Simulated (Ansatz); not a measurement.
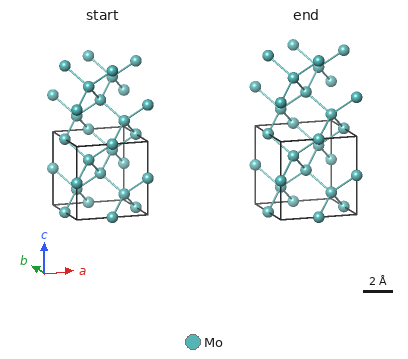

The structure of a crystal of Mo (built on the diamond_227 type) (coarse preliminary run) before (left) and after (right) a relaxation, at one scale.

The picture is a ball-and-stick view of the conventional cell (4 times the calculation's cell), repeated 1 × 1 × 2 with one cell outlined, seen slightly off an axis. Lengths and directions refer to the drawn axes.

Case: diamond type (Fd-3m, No. 227).

Method: Ansatz, DFT PBEsol, scalar-relativistic, plane waves, PAW. Set-up: plane-wave cutoff 420 eV; k-point mesh 6 × 6 × 6; occupations gaussian; smearing width 0.1 eV; no spin polarisation; cell and atoms relaxed; force threshold 0.04 eV/Å; at most 70 steps.

Question: Describe what moved and what it gained.

Answer: The energy falls by 357 meV per atom in 3 accepted moves (4 points after the start). All forces vanish by symmetry, so only the cell relaxes. The pressure goes from 35.07 to −0.02 GPa. The SCF was repeated once at an unchanged geometry on a basis and grid sized afresh for the cell, which shifted the energy by 0.9 meV per atom at most. The atoms keep their places relative to the cell (all moves are under 0.005 Å). The drawn cell changes as follows: a = b = c 5.257 → 5.607 Å (+6.7 %); the volume changes by +21.4 %. Some distances before and after: Mo–Mo 2.276 → 2.428 Å. The space group stays Fd-3m (No. 227). The run took roughly 2.2 core-seconds on a shared host.
